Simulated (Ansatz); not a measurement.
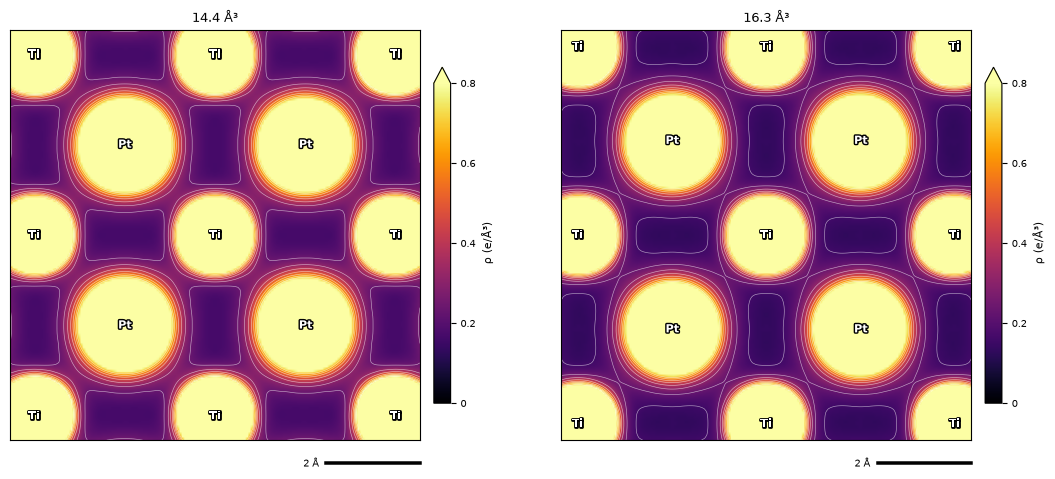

TiPt3. The valence pseudo-density of cells scaled evenly to different volumes (given per atom above each panel), on the (010) plane of each (indices in the axes of the cell below), at one length scale and on one colour scale.

Computed without spin polarisation.

Theory: DFT PBEsol, scalar-relativistic, plane waves, PAW (Ansatz 0.2.0).

Core electrons are frozen (PAW), and the valence fields are smoothed inside the atomic spheres.

The largest cell:

```xyz
4
Lattice="4.0252 0.0000 0.0000 0.0000 4.0252 0.0000 0.0000 0.0000 4.0252" Properties=species:S:1:pos:R:3 pbc="T T T"
Ti    0.0000    0.0000    0.0000
Pt    0.0000    2.0126    2.0126
Pt    2.0126    0.0000    2.0126
Pt    2.0126    2.0126    0.0000
```

| volume (Å³/atom) | Ti–Pt contact in the plane (Å) | ρ at its midpoint (e/Å³) | pressure (GPa) | 
| --- | --- | --- | --- |
| 14.38 | 2.729 | 0.331 | 8.7 | 
| 14.82 | 2.757 | ? | ? | 
| 16.30 | 2.846 | 0.272 | −19.9 | 

**What values belong in the row with question marks?**

Over the known rows ln ρ falls by 1.68 per Å of Ti–Pt distance (the line through the two), which gives 0.316 e/Å³ at 2.757 Å; the calculation gives 0.316 e/Å³. For the pressure, a straight line in volume between the neighbouring rows gives 2.1 GPa; the calculation gives 0.0, lower because pressure rises ever faster on compression.
